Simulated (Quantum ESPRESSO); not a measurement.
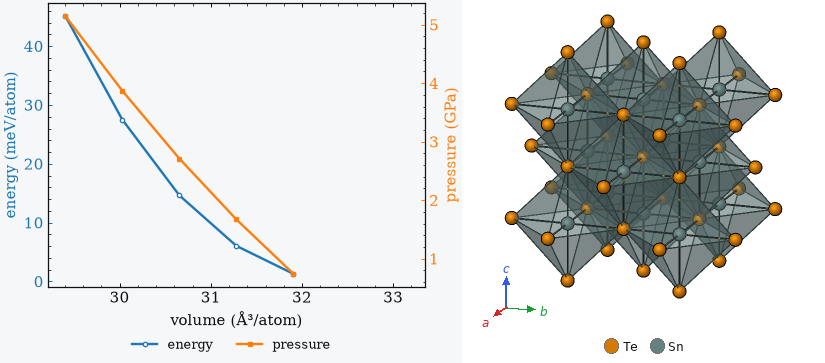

The figure shows the energy and pressure against volume for SnTe, space group Fm-3m (No. 225). The conventional cell is drawn beside the plot.

Cell as given: a = 4.456 Å, b = 4.456 Å, c = 4.456 Å, α = 60.00°, β = 60.00°, γ = 60.00°; 2 atoms.

How it was computed, with Quantum ESPRESSO 7.5: plane-wave DFT, no spin polarisation; energies at scaled volumes of the given cell, shape and fractions fixed, counted from the fit's minimum, third-order Birch-Murnaghan fit. Level: rev-vdW-DF2.

k mesh 7×7×7; occupations Fermi–Dirac; smearing width 0.05 eV; potentials PseudoDojo 0.4.1 SR PBE standard; wave cutoff 1088 eV; density cutoff 4354 eV.

The points at volume 32.53 Å³/atom and 33.16 Å³/atom are left out of the plot. What values does the calculation give there?

```json
{"volume (Å³/atom)": "32.53", "energy (meV/atom)": "0.02", "pressure (GPa)": "-0.11"}
{"volume (Å³/atom)": "33.16", "energy (meV/atom)": "1.87", "pressure (GPa)": "-0.87"}
```

Keep in mind: potentials made for another functional.
